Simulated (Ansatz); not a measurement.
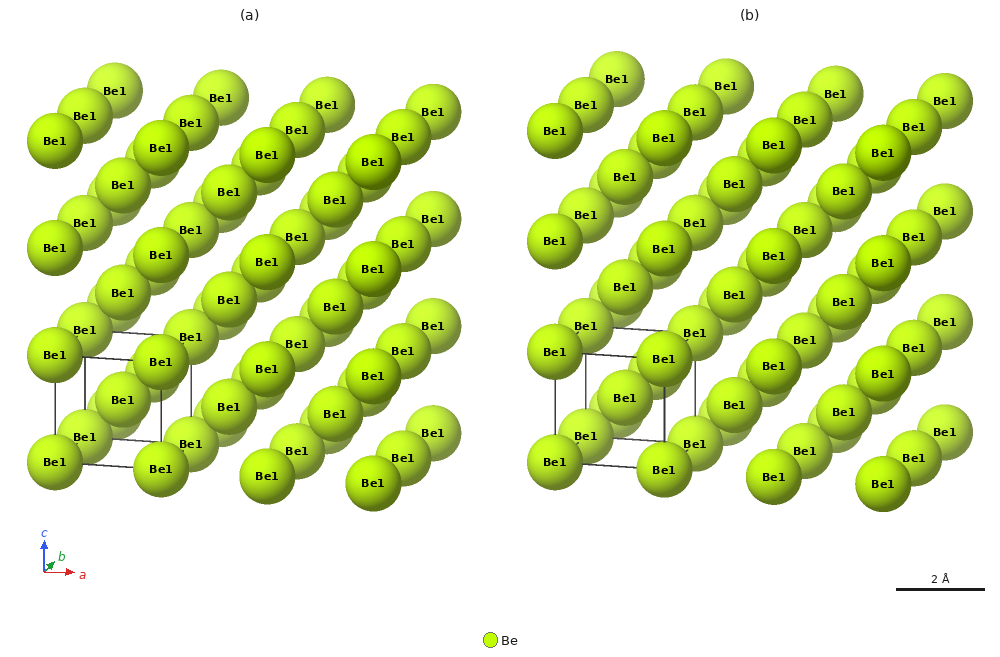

Left: a symmetric starting cell of Be. Right: the same structure after one change, at the same scale. A spheres-only model of the conventional cell (2 times the calculation's cell), repeated 3 × 2 × 3 with one cell outlined, seen slightly off an axis. Lengths and directions refer to the drawn axes.

Theory: Ansatz 0.2.0, DFT PBE, scalar-relativistic, plane waves, PAW. Settings: plane-wave cutoff 420 eV; k-point mesh 24 × 24 × 24; occupations gaussian; smearing width 0.1 eV; no spin polarisation.

**Which change leads from the left to the right?**

All lengths are scaled by +3.1 % (volume +9.5 %), the atoms keeping their fractional coordinates. No relaxation follows. The starting cell wasn't computed here and needn't be at equilibrium, so pressure and forces aren't due to the change alone.

**What does the change do?**

The pressure is −10.2 GPa (not all of it need come from the change, since the unchanged cell can be under pressure at this level too). All forces vanish by symmetry. Some distances before and after: Be–Be 2.170 → 2.237 Å. The space group stays Im-3m (No. 229).
